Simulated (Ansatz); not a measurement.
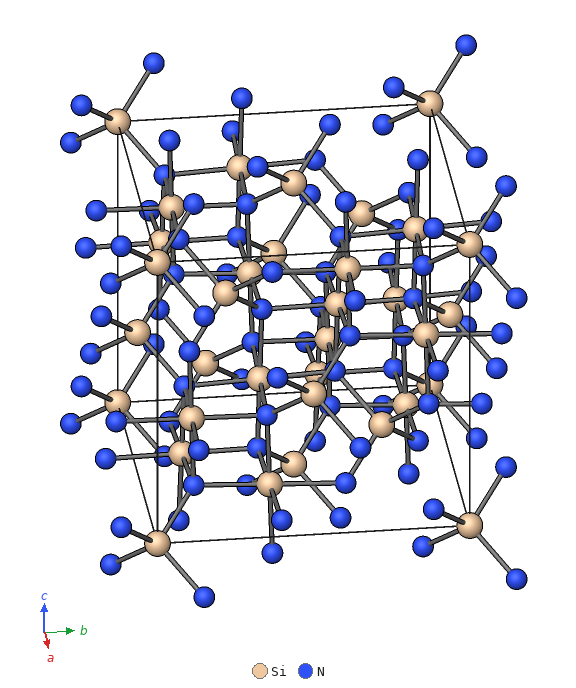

Structure drawing (ball-and-stick), viewed from a general direction. The frame is the conventional unit cell; atoms at its boundary are shown with their periodic copies. Some neighbours outside the box are added.

Si3N4, space group Fd-3m (No. 227), a = 7.94 Å, b = 7.94 Å, c = 7.94 Å, α = 90.00°, β = 90.00°, γ = 90.00°.

Setup: DFT PBE, scalar-relativistic, plane waves, PAW in Ansatz; plane waves up to 420 eV, k-points about 0.23 Å⁻¹ apart, Gaussian smearing of 0.02 eV, no spin polarisation.

Is it conducting or gapped at this level?

An insulator at this level, with a gap of 3.12 eV on the k-mesh (the true edges may lie between mesh points, so the gap can be somewhat smaller).

The starting point was a structure listed in the Materials Project. The cell was then strained or its atoms displaced on purpose. The atoms were relaxed in a fixed cell with DFT PBE, scalar-relativistic, plane waves, PAW in Ansatz.

At this level of theory the run's own cell isn't at rest (stretched, at -15 GPa), so its distances can differ from those at equilibrium, the more so the softer the solid.
